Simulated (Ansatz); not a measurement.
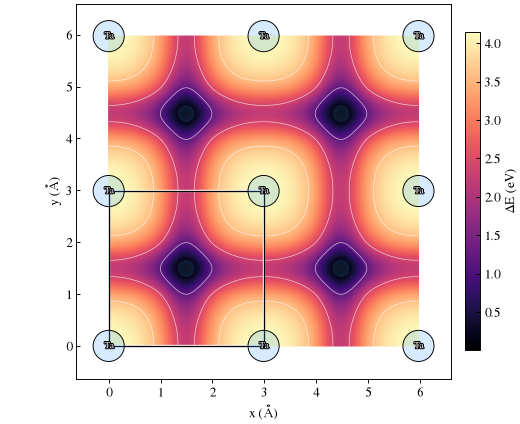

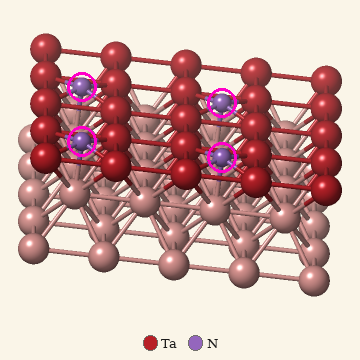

Energy landscape of N on a Ta(100) slab cut from the Fm-3m phase, its upper half relaxed before the scan (12 atoms of substrate and one adsorbate in a 2 × 2 cell). N is moved over the surface cell; relaxed at each place: the height of the adsorbate's atoms; substrate rigid; the origin of the map has the adsorbate above Ta9. Places are given modulo a cell vector. The map is drawn in real space over the plane of the surface. The scan uses a 6 × 6 grid; 10 points were computed and 26 follow by symmetry. Places are given in fractions of the 1 × 1 surface cell. All energies are given in eV relative to the lowest grid point. All numbers below come from DFT PBE, scalar-relativistic, plane waves, PAW (Ansatz). Settings: cutoff 420 eV, k-mesh 5×5×1, gaussian smearing 0.1 eV, no spin polarisation.

Drawn: a smooth colour map with a few white contour lines, labelled circles for the atoms of the top layer and small ones for the second layer, the outline of one cell of the 2 × 2 shown. Between grid points the surface is interpolated. The second picture is the structure at the lowest point; rings mark the moved atoms.

Q: Where are the wells?

A: The lowest grid point is at a fourfold hollow over a second-layer Ta atom, (3/6, 3/6) of the cell vectors. No other kind of well shows on this grid. The highest grid point, the top site over a surface Ta atom, (0/6, 0/6) of the cell vectors, lies 4.15 eV above the lowest. On the interpolated surface the easiest way out of the lowest well to its copy in the next cell or period passes a barrier of about 2.2 eV. At the lowest point the adsorbate has 4 Ta at 2.14 Å as nearest neighbours, at the highest 1 Ta at 1.79 Å. Its relaxed height above the top atom is 0.33 Å at the lowest and 1.79 Å at the highest point.

The values on the grid:

| second ↓, first → | 0/6 | 1/6 | 2/6 | 3/6 | 4/6 | 5/6 |
| --- | --- | --- | --- | --- | --- | --- |
| 5/6 | 4.01 | 3.87 | 3.18 | 2.04 | 3.18 | 3.87 |
| 4/6 | 3.34 | 3.18 | 2.42 | 1.20 | 2.42 | 3.18 |
| 3/6 | 2.22 | 2.04 | 1.20 | 0.00 | 1.20 | 2.04 |
| 2/6 | 3.34 | 3.18 | 2.42 | 1.20 | 2.42 | 3.18 |
| 1/6 | 4.01 | 3.87 | 3.18 | 2.04 | 3.18 | 3.87 |
| 0/6 | 4.15 | 4.01 | 3.34 | 2.22 | 3.34 | 4.01 |

Each point was launched as `ansatz run input.yaml --threads 4 --pin off --max-ram 12288MiB --backend cpu --events-out ev --progress --plain --runs-dir out`. The whole map (10 points run) took 9.8 min on 4 threads of Intel(R) Xeon(R) Platinum 8259CL CPU @ 2.50GHz (Skylake/Cascade Lake), on a shared host.

PAW datasets: the set soft_1.
